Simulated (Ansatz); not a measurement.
**WSe: density, localisation and related maps**

```cif
data_structure
_symmetry_space_group_name_H-M 'P 1'
_symmetry_Int_Tables_number 1
_cell_length_a 5.5828
_cell_length_b 5.2939
_cell_length_c 15.5066
_cell_angle_alpha 90.000
_cell_angle_beta 93.552
_cell_angle_gamma 90.000
_cell_volume 457.41
loop_
_atom_site_label
_atom_site_type_symbol
_atom_site_fract_x
_atom_site_fract_y
_atom_site_fract_z
_atom_site_occupancy
W1 W 0.22130 0.50000 0.40565 1
W2 W 0.72130 0.00000 0.40565 1
W3 W 0.27870 0.00000 0.59435 1
W4 W 0.77870 0.50000 0.59435 1
Se1 Se 0.23790 0.00000 0.43450 1
Se2 Se 0.73790 0.50000 0.43450 1
Se3 Se 0.26210 0.50000 0.56550 1
Se4 Se 0.76210 0.00000 0.56550 1
```

Space group C2/m; built by placing these elements on a known structure type; not relaxed (largest force 0.5 eV/Å); computed pressure about −6 GPa in this cell.

Level of theory: Ansatz, DFT, PAW plane waves, r2SCAN.

Core electrons are frozen (PAW), and the valence fields are smoothed inside the atomic spheres.

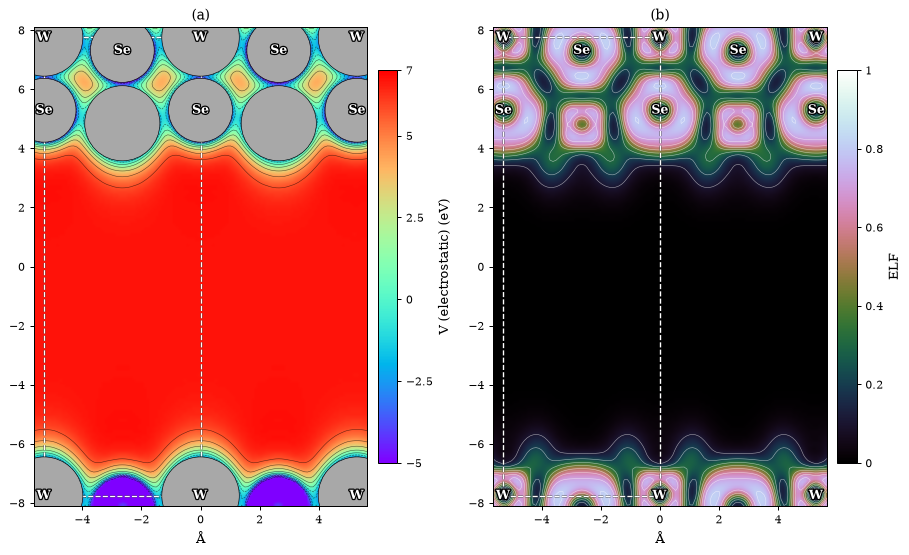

Figure 1. (a) electrostatic potential (local pseudopotential plus Hartree) felt by an electron; (b) ELF on the (100) plane of the conventional cell. Grey discs cover the atomic cores in the potential map.

Read the bonding off the picture.

- The plane passes through W and Se nuclei.
- Atoms just off the plane (W, 0.3 Å away) can leave unmarked features too.
- W–Se (2.48 Å): the ELF is about 0.50 at the midpoint.
- W–Se (2.69 Å): the ELF is about 0.40 at the midpoint.
- The features right at W lie inside the PAW spheres, where the map follows smoothed inner orbitals and isn't to be read closely.
- Outside the cores the potential energy rises away from the atoms and is highest about 2.8 Å from the nearest atoms; its zero is arbitrary.

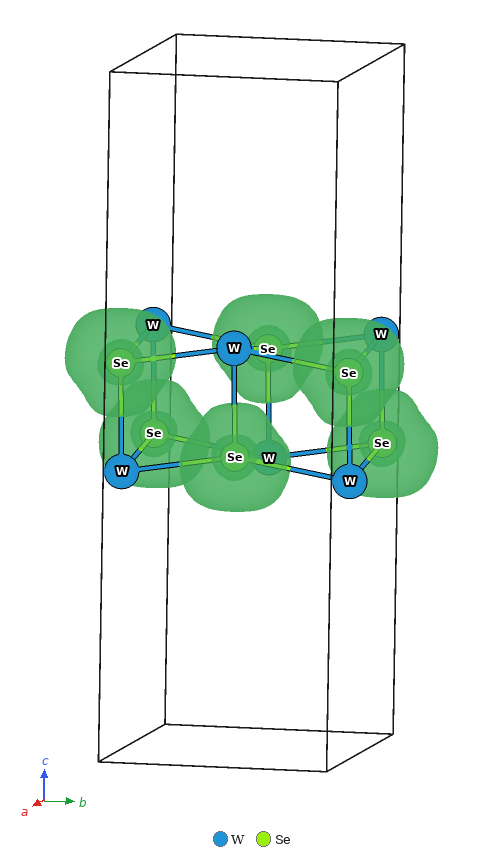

Figure 2. Isosurface of the ELF at 0.6 (green), seen slightly off an axis. Core shells are left out. Sticks mark near contacts.

Where are the electrons localised?

The ELF exceeds this value in four regions wrapped around Se (the valence shell of each), counted in one cell of 8 atoms. Any copies at cell faces, edges or corners count once.

How much charge does the calculation move between the atoms?

Electrons move from W towards Se. Bader charges: W +0.86 and Se −0.86 e.

Does the calculation make it a metal, or give it a gap?

It is gapless in this calculation (a metal or semimetal); semilocal functionals without U, or without the true magnetic order, often close the gap of such compounds.
